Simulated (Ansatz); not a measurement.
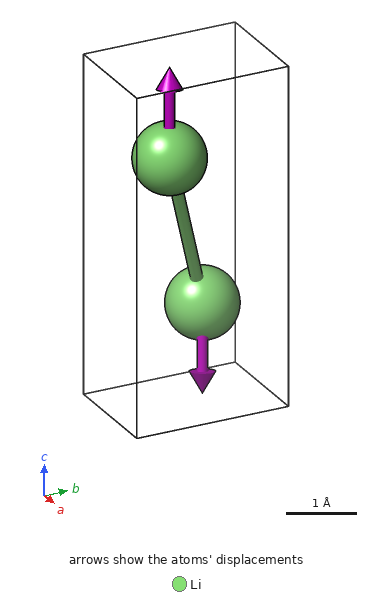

One vibrational mode of crystalline Li (a generated structure) at the zone centre. The purple arrows are the displacements of the atoms (eigenvector over the root of the mass), of arbitrary overall length and sign. The picture is a ball-and-stick view of the cell of the calculation, seen slightly off an axis.

Level of theory: DFT PBE, scalar-relativistic, plane waves, PAW in Ansatz 0.2.0. (plane-wave cutoff 420 eV; k-point mesh 21 × 21 × 12; occupations fermi dirac; smearing width 0.15 eV; no spin polarisation)

The frequencies depend somewhat on the k-mesh and the smearing.

**Give the symmetry, activity and frequency of this mode.**

This is the B₁g mode at 315 cm⁻¹, the highest optical level, silent by symmetry (neither infrared- nor Raman-active). All motion is along c; atoms of one kind move against one another, with no net shift of their sublattice.
